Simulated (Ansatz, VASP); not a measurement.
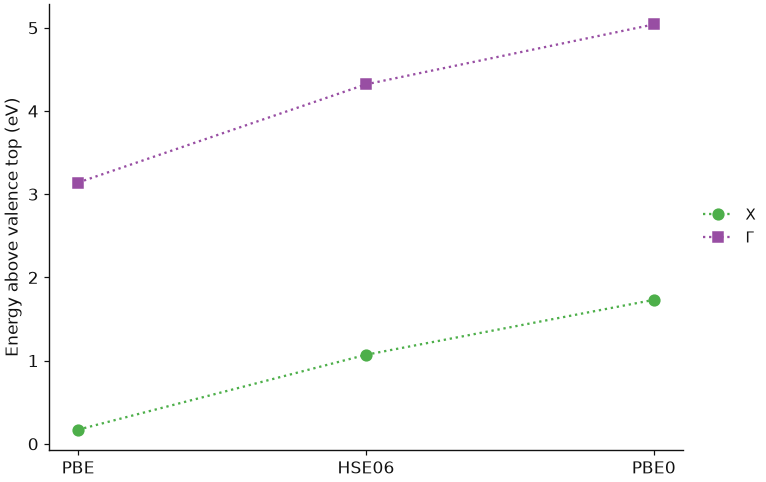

Lowest conduction level at each named k point, counted from the valence-band top at Γ, by several methods on one cell of rocksalt YN, space group Fm-3m, 2 atoms in the primitive cell; cubic a = 4.877 Å. All runs are without spin-orbit coupling and carry no moments.

| method | program | X (eV) | Γ (eV) |
| --- | --- | --- | --- |
| PBE | Ansatz (PAW made for the crystal) | 0.17 | 3.14 |
| HSE06 | Ansatz (PAW made for the crystal) | 1.07 | 4.32 |
| PBE0 | Ansatz (PAW made for the crystal) | 1.73 | 5.04 |

> Estimate the G0W0@PBE values. It was run as: PBE, VASP PAW PBE potentials, release 64 (Y_sv_GW, N_GW), 6×6×6 k mesh, 450 eV cutoff, Gaussian smearing of 0.01 eV (VASP 6.6.1), G0W0 with cutoff of the response function 150 eV, frequency points 64, empty bands 70 and GW iterations 1.

It starts from PBE, whose row gives 0.17 eV at X in another program. G0W0@PBE gives 0.60 eV at X and 3.89 eV at Γ, which is +0.43 eV from PBE at X.

> How do the methods rank at X?

From low to high: PBE 0.17, G0W0@PBE 0.60, HSE06 1.07, PBE0 1.73 eV.

> Do the methods agree on which of these conduction levels is lowest?

Yes: all put it at X.

Settings. PBE: PAW data sets made for the crystal, 6×6×6 k mesh, Fermi-Dirac smearing of 0.05 eV (Ansatz 0.2.0). HSE06: PAW data sets made for the crystal, 6×6×6 k mesh, Fermi-Dirac smearing of 0.05 eV (Ansatz). PBE0: PAW data sets made for the crystal, 6×6×6 k mesh, Fermi-Dirac smearing of 0.05 eV (Ansatz).

These are four of the 16 methods that were run on this cell. The runs come from different programs, which adds differences of its own. HSE06 and PBE0: the k mesh is thin for exact exchange. LDA, GGA and most meta-GGA functionals understate gaps. G0W0@PBE: bands, screening cutoff and mesh are small and nothing is extrapolated, so the quasiparticle values aren't converged. The GW values are at finite bands, cutoffs and mesh, short of the basis limit.
